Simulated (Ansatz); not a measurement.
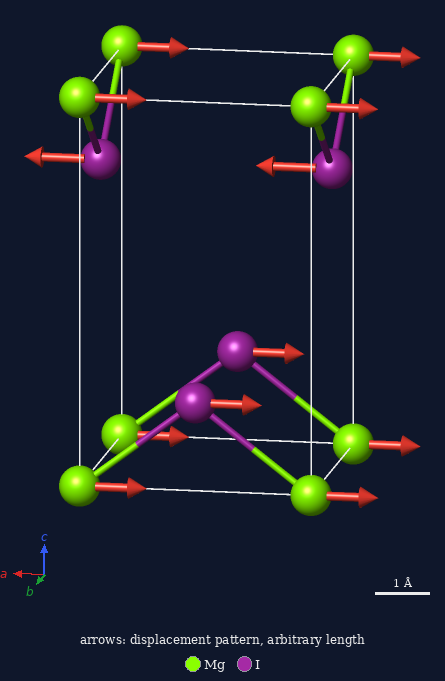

Normal modes of crystalline MgI₂ (a generated structure), space group P-4m2 (No. 115), at the zone centre. The optical levels lie at 38 (×2), 94, 207 (×2), 290 cm⁻¹. One mode is drawn. The red arrows give the relative displacements of the atoms. A ball-and-stick model of the cell of the calculation, seen from a free direction.

Computed with Ansatz, DFT PBE, scalar-relativistic, plane waves, PAW. (plane-wave cutoff 420 eV; k-point mesh 6 × 6 × 4; occupations fixed; no spin polarisation)

Frequencies are those without the non-analytic (LO–TO) term.

Question: Which of these frequencies is the drawn mode's?

Answer: The level at 38 cm⁻¹. This is the E mode (doubly degenerate; one member of the set is drawn), the lowest optical level, infrared- and Raman-active by symmetry. All motion is along a; the I–Mg bond lengths don't change to first order, so for these it is a bending, tilting or sliding motion; the kinetic energy is shared as I 93 %, Mg 7 %. Its infrared intensity is 0.17 (D/Å)²/amu for the set.
